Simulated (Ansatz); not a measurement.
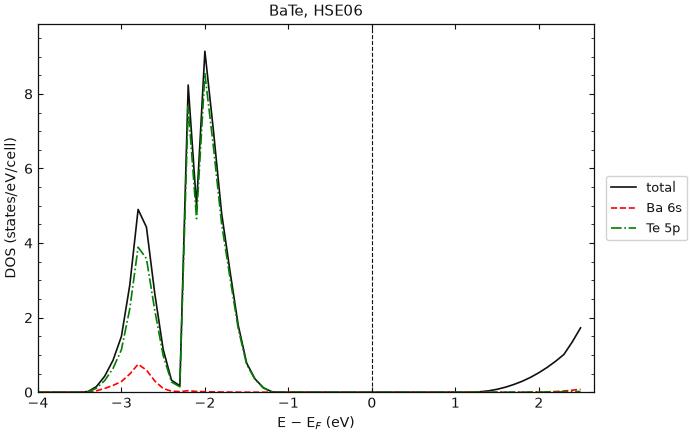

Density of states. Energies are counted from the Fermi level. The partial curves are projected on Löwdin-orthogonalised atomic shells; they sum to less than the total at higher energies, where shells without a projector contribute.

The material is BaTe, space group Fm-3m (No. 225), 2 atoms in the cell.

Computed with Ansatz: DFT HSE06, scalar-relativistic, plane waves, PAW, no spin polarisation, 4×4×4 k mesh, 420 eV cutoff, Gaussian smearing of 0.02 eV.

### Metal or insulator, going by the density of states?

There is a gap; over the k points computed it is 2.35 eV.

### Which states form the top of the valence band?

By projected weight, the top eV of the valence band is Te 5p almost alone.

### Where is the tallest peak in the window, and which states make it?

The tallest peak in the window is at −2.0 eV; by projected weight it is Te 5p almost alone.

### How wide is the upper valence band?

The upper group of valence states starts about 2.1 eV under the valence-band top (which lies at −1.2 eV on this axis), with a gap beneath it; it holds about 6 electrons a cell.

Spin-orbit coupling is left out, which matters for Te.
